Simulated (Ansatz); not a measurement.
H: several calculations on one system

## 1. Relaxation

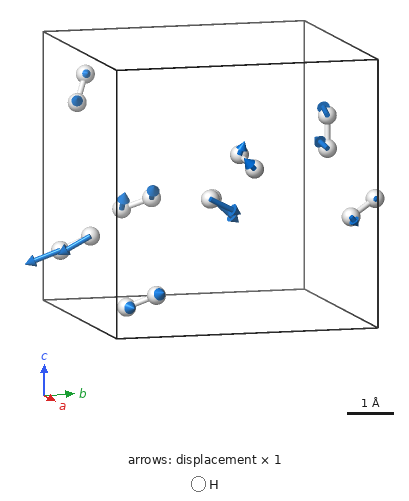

This is a relaxation of an amorphous cell of composition H. The starting structure is drawn; blue arrows show the displacements, at their true length.

The picture is a ball-and-stick view of the cell of the calculation, seen slightly off an axis.

The cell holds 8 H2. The run prepares the start of a later molecular dynamics calculation, from a guessed geometry.

Theory: DFT LDA, scalar-relativistic, plane waves, PAW (Ansatz 0.2.0).

The input:
```yaml
accuracy: low
crystal:
  lattice:
    - [6.0, 0.0, 0.0]
    - [0.0, 6.0, 0.0]
    - [0.0, 0.0, 6.0]
  atoms:
    - { symbol: H, position: [0.3956894, 0.0699986, 0.2924654] }
    - { symbol: H, position: [0.3662808, -0.0368602, 0.239445] }
    - { symbol: H, position: [0.9221239, 1.0103928, 0.4704214] }
    - { symbol: H, position: [0.9578762, 0.9087887, 0.4113181] }
    - { symbol: H, position: [0.6993953, 0.8905096, 0.75341] }
    - { symbol: H, position: [0.7084612, 0.8888745, 0.6308948] }
    - { symbol: H, position: [0.9785233, 0.5336402, 0.6076991] }
    - { symbol: H, position: [0.864682, 0.5079531, 0.6461067] }
    - { symbol: H, position: [0.5643727, 0.4885815, 0.4397607] }
    - { symbol: H, position: [0.679387, 0.4484591, 0.4557835] }
    - { symbol: H, position: [0.573924, 0.2719587, 0.0891059] }
    - { symbol: H, position: [0.5177736, 0.1738932, 0.0408864] }
    - { symbol: H, position: [0.1726301, 0.0818179, 0.7574332] }
    - { symbol: H, position: [0.1116414, 0.1302593, 0.8524523] }
    - { symbol: H, position: [0.2406028, 0.3473621, 0.4016263] }
    - { symbol: H, position: [0.1824636, 0.2492249, 0.355978] }
basis:
  ecutwfc: 420.0
kpoints:
  mp_grid: { grid: [1, 1, 1] }
hamiltonian:
  xc: lda
scf:
  occupations: { method: fermi_dirac, width: 0.05 }
  lower_state_search: "off"
relax:
  f_tol: 0.3
  max_steps: 15
  adjacent_minimum: "off"
```

Command:
```bash
ansatz run input.yaml --threads 1 --pin off --max-ram 3072MiB --backend cpu --events-out ev --progress --plain --runs-dir out
```

### Describe the change and its energy.

Over 6 accepted moves (7 points after the start) the energy falls by 0.760 eV per cell of the calculation. Largest force component: 1.1 eV/Å at the start, 0.16 eV/Å at the end. 1 step only repeated the SCF at the same geometry. The atom that moves furthest is H9 (0.91 Å along [−1 3 −3]). The lattice vectors keep their values. Among the contacts that change: H11–H12 0.737 → 0.767 Å, H1–H2 0.737 → 0.765 Å. The run took 3.4 s on 1 thread of Intel(R) Xeon(R) Platinum 8488C (Sapphire Rapids) (shared host), peak memory 0.34 GiB.

Limits of the set-up: the program's low-accuracy preset was used; the periodic images lie only 6.0 Å apart, so the values are limited by the cell's size.

## 2. Dynamics

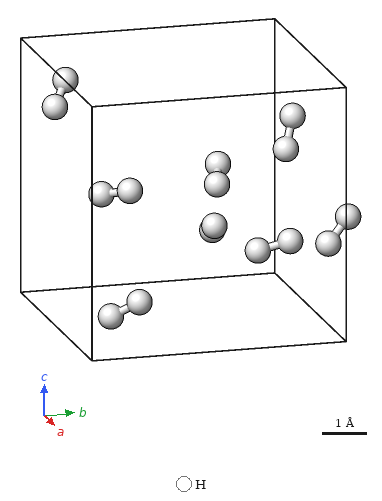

Starting frame of a dynamics run of a periodic cell with 8 H2 at 0.124 g/cm³. Style: ball-and-stick. Shown: the simulation cell, slightly off an axis.

Theory: DFT LDA, scalar-relativistic, plane waves, PAW in Ansatz.

Input file:
```yaml
accuracy: low
crystal:
  lattice:
    - [6.0, 0.0, 0.0]
    - [0.0, 6.0, 0.0]
    - [0.0, 0.0, 6.0]
  atoms:
    - { symbol: H, position: [0.3519807, -0.04325239, 0.22064577] }
    - { symbol: H, position: [0.32853916, -0.16366166, 0.18615647] }
    - { symbol: H, position: [0.91895988, 1.0255034, 0.46475092] }
    - { symbol: H, position: [0.94702353, 0.9401147, 0.37281895] }
    - { symbol: H, position: [0.58818607, 0.89973722, 0.7815002] }
    - { symbol: H, position: [0.62081054, 0.86433936, 0.66253034] }
    - { symbol: H, position: [0.99091723, 0.48934475, 0.6521115] }
    - { symbol: H, position: [0.87578152, 0.52549351, 0.69776261] }
    - { symbol: H, position: [0.53364136, 0.59926938, 0.34086544] }
    - { symbol: H, position: [0.64999157, 0.57478069, 0.3899537] }
    - { symbol: H, position: [0.63499506, 0.28413895, 0.10761496] }
    - { symbol: H, position: [0.5810567, 0.18694191, 0.04443391] }
    - { symbol: H, position: [0.21919393, 0.06821652, 0.78004653] }
    - { symbol: H, position: [0.14213266, 0.13129061, 0.86027491] }
    - { symbol: H, position: [0.32147504, 0.33457092, 0.4571881] }
    - { symbol: H, position: [0.23114233, 0.24802616, 0.42613249] }
basis:
  ecutwfc: 420.0
kpoints:
  mp_grid: { grid: [1, 1, 1] }
hamiltonian:
  xc: lda
scf:
  occupations: { method: fermi_dirac, width: 0.05 }
  lower_state_search: "off"
md:
  timestep: 0.75
  n_steps: 300
  ensemble: nvt_langevin
  temperature: 250.0
  initial_velocities: maxwell_boltzmann
  seed: 848727
  friction: 0.02
```

Launched with:
```bash
ansatz run input.yaml --threads 1 --pin off --max-ram 3072MiB --backend cpu --events-out ev --progress --plain --runs-dir out
```

**What does the trajectory do?**

The mean temperature in the second half is 242 K (standard deviation 43 K). The potential energy in the second half lies on average 15.0 meV per atom above the first frame. Root-mean-square distances from the starting positions over the second half, with the common drift of all atoms taken out: H 1.10 Å. The molecules turn and drift from their places.

Along the run (each row but the first and the last is the mean over the interval that it begins):

| time (fs) | potential energy (meV/atom) | T (K) |
| --- | --- | --- |
| 0.0 | 0.0 | 234 |
| 22.5 | 11.9 | 175 |
| 45.0 | 13.2 | 190 |
| 67.5 | 15.5 | 196 |
| 90.0 | 12.8 | 220 |
| 112.5 | 15.8 | 301 |
| 135.0 | 13.5 | 238 |
| 157.5 | 14.5 | 223 |
| 180.0 | 14.2 | 250 |
| 202.5 | 17.1 | 202 |
| 225.0 | 14.8 | 193 |

The paths of the atoms:

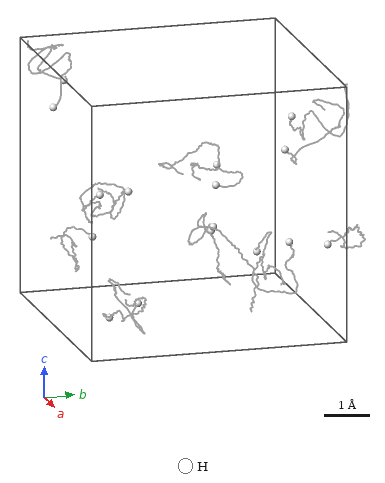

Limits of the set-up: the program's low-accuracy preset was used; the periodic images lie only 6.0 Å apart, so the values are limited by the cell's size.

Cost: 66 s on 1 thread of Intel(R) Xeon(R) Platinum 8488C (Sapphire Rapids), with other jobs on the host, peak memory 0.34 GiB.

## 3. Dynamics

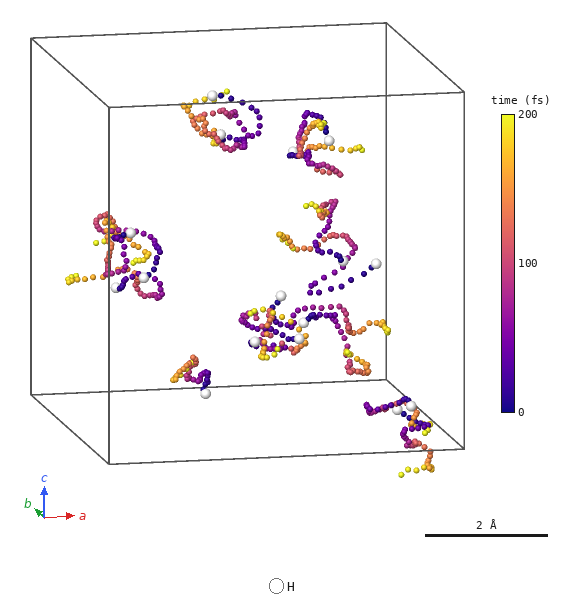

A Born-Oppenheimer molecular dynamics run of a periodic cell with 8 H2 at 0.124 g/cm³, 200 fs long. It starts from the last geometry of an earlier run, with fresh velocities. Dots mark each atom's position at evenly spaced times, coloured by time; spheres stand at the starting positions. Seen slightly off an axis in the simulation cell.

The calculation used DFT LDA, scalar-relativistic, plane waves, PAW in Ansatz. Settings: plane-wave cutoff 420 eV; k-point mesh 1 × 1 × 1; Fermi-Dirac smearing 0.05 eV; low-accuracy preset; Langevin thermostat (NVT); set temperature 250 K; time step 0.5 fs; friction 0.05 per fs.

> Describe the motion.

In the second half of the run the atoms are, in the root-mean-square, this far from where they began (common drift taken out): H 0.93 Å. The molecules turn and drift from their places. The mean temperature in the second half is 239 K (standard deviation 36 K). The potential energy in the second half lies on average 1.9 meV per atom above the first frame.

Limits of the set-up: the program's low-accuracy preset was used; the periodic images lie only 6.0 Å apart, so the values are limited by the cell's size.
